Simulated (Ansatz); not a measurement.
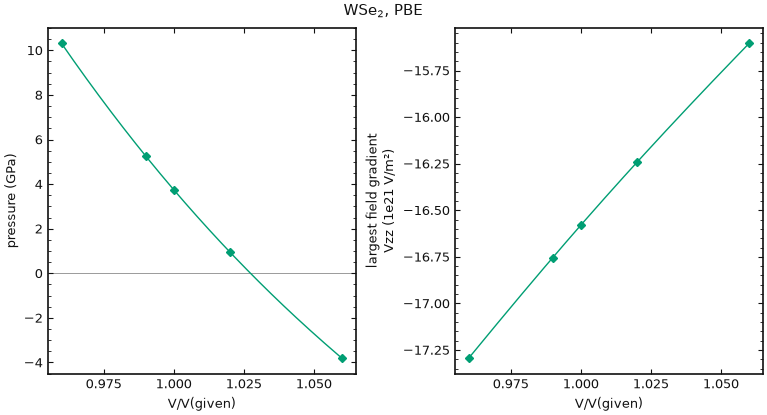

The plot gives the computed pressure and largest field gradient Vzz against V/V(given) for WSe₂, space group P6_3/mmc (No. 194).

Cell as given: a = 3.290 Å, b = 3.290 Å, c = 12.970 Å, α = 90.00°, β = 90.00°, γ = 120.00°; 6 atoms.

Calculation (Ansatz 0.2.0): periodic Kohn-Sham DFT of a crystal at fixed atoms, scaled to the stated factor times the given cell; pressure positive in compression. Level: PBE.

- method: all-electron PAW
- relativity: scalar
- k mesh: 11×11×3
- occupations: Fermi–Dirac
- smearing width: 0.08 eV
- nucleus: Gaussian

V(given) is 20.26 Å³/atom.

Q: How does the pressure vary with V/V(given)?

A: It falls from 10.3 GPa at V/V(given) 0.96 to −3.8 GPa at 1.06, and changes sign near 1.03.

Q: How does the largest field gradient Vzz vary with V/V(given)?

A: It rises from −17.294 1e21 V/m² at V/V(given) 0.96 to −15.605 1e21 V/m² at 1.06.

Q: What does the calculation give for the volume at zero pressure from a fit of the pressures?

A: 20.8 Å³/atom.

Caveats: field gradient without spin-orbit coupling on heavy atoms; no spin-orbit coupling on heavy atoms; shape and atomic fractions are frozen while scaling, which makes layered, chain and framework solids too stiff.
